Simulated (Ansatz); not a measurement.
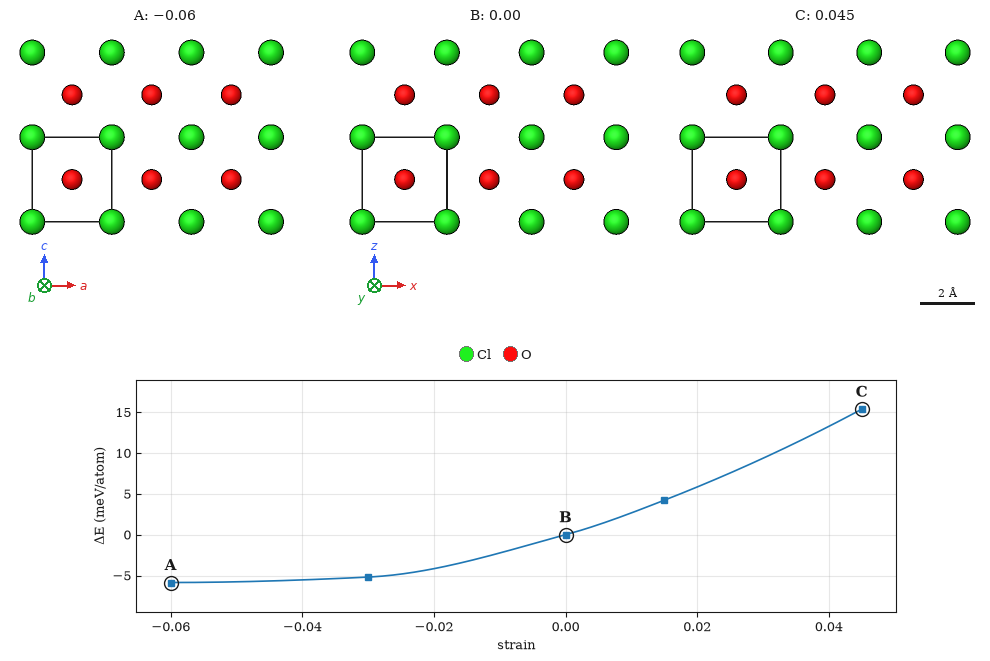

A scan of crystalline ClO (Pm-3m): the cell is strained along x alone, with the atoms kept at their fractional coordinates. x, y and z are the Cartesian axes of the input. The lettered frames are marked on the plot. A ball-and-stick model of the cell of the calculation, repeated 3 × 3 × 2 with one cell outlined, seen along the b axis.

The calculation used DFT PBEsol, scalar-relativistic, plane waves, PAW in Ansatz. (plane-wave cutoff 420 eV; k-point mesh 16 × 16 × 16; occupations gaussian; smearing width 0.15 eV; collinear spin). Energies (free energies at the smearing named) are counted from the cell as listed in its source, which wasn't relaxed.

Question: Describe the profile.

Answer: Of the computed points the lowest is at the strain −0.06, −5.9 meV/atom. The end points stand at −5.9 meV/atom (−0.06) and 15.4 meV/atom (0.045). The unrelaxed reference is under a pressure of −2.5 GPa, which tilts the curve. The distortion takes the space group from Pm-3m to P4/mmm. At the strain −0.06 the cell of the drawing goes a 3.185 → 2.994 Å.

The computed points:

```
strain  ΔE (meV/atom)
−0.060           −5.9
−0.030           −5.2
 0.000            0.0
 0.015            4.2
 0.045           15.4
```
